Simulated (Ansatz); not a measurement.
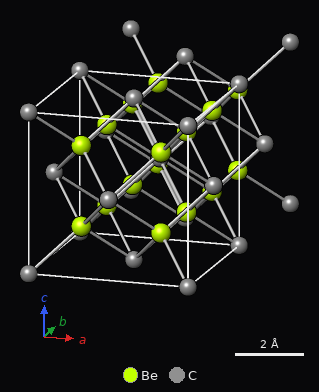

Crystalline Be2C (a generated structure, set up in Fm-3m) (coarse preliminary run), before the relaxation. A ball-and-stick model of the conventional cell (4 times the calculation's cell), repeated 1 × 2 × 1 with one cell outlined, seen slightly off an axis. Lengths and directions refer to the drawn axes.

Case: Ca → Be, Ge → C on all its sites, cell and atoms relaxed.

Computed with Ansatz, DFT PBE, scalar-relativistic, plane waves, PAW.

Input
```yaml
crystal:
  lattice:
    - [0.0, 2.4802080155, 2.4802080155]
    - [2.4802080155, 0.0, 2.4802080155]
    - [2.4802080155, 2.4802080155, 0.0]
  atoms:
    - { symbol: Be, position: [0.75, 0.75, 0.75] }
    - { symbol: Be, position: [0.25, 0.25, 0.25] }
    - { symbol: C, position: [0.0, 0.0, 0.0] }
basis:
  ecutwfc: 420
kpoints:
  mp_grid: { grid: [8, 8, 8] }
hamiltonian:
  xc: pbe
scf:
  occupations: { method: gaussian, width: 0.1 }
output:
  forces: true
  stress: true
  eigenvalues: true
relax:
  adjacent_minimum: "off"
  f_tol: 0.05
  max_steps: 60
  cell: { stress_tol: 0.5 }
```

### Predict the outcome.

Over 4 accepted moves (5 points after the start) the energy falls by 578 meV per atom. All forces vanish by symmetry, so only the cell relaxes. The pressure goes from −39.71 to −0.13 GPa. The SCF was repeated once at an unchanged geometry on a basis and grid sized afresh for the cell, which shifted the energy by 1.0 meV per atom at most. No atom moves by more than 0.005 Å relative to the cell. The volume changes by −33.5 %, with a = b = c 4.960 → 4.329 Å (−12.7 %). Near-neighbour distances that change, for instance: Be1–C3 2.148 → 1.875 Å. The space group stays Fm-3m (No. 225).

Step by step:

```csv
step,"E − E(0), meV/atom","pressure, GPa","volume, Å³/atom",note
0,0.00,-39.71,10.171,
1,-327.95,-32.87,8.755,
2,-537.10,-16.87,7.477,
3,-571.14,9.20,6.485,
4,-578.51,0.12,6.762,
5,-577.55,-0.13,6.762,"same geometry, new basis"
```

After the run, drawn alike:

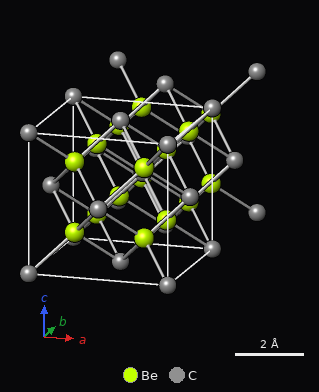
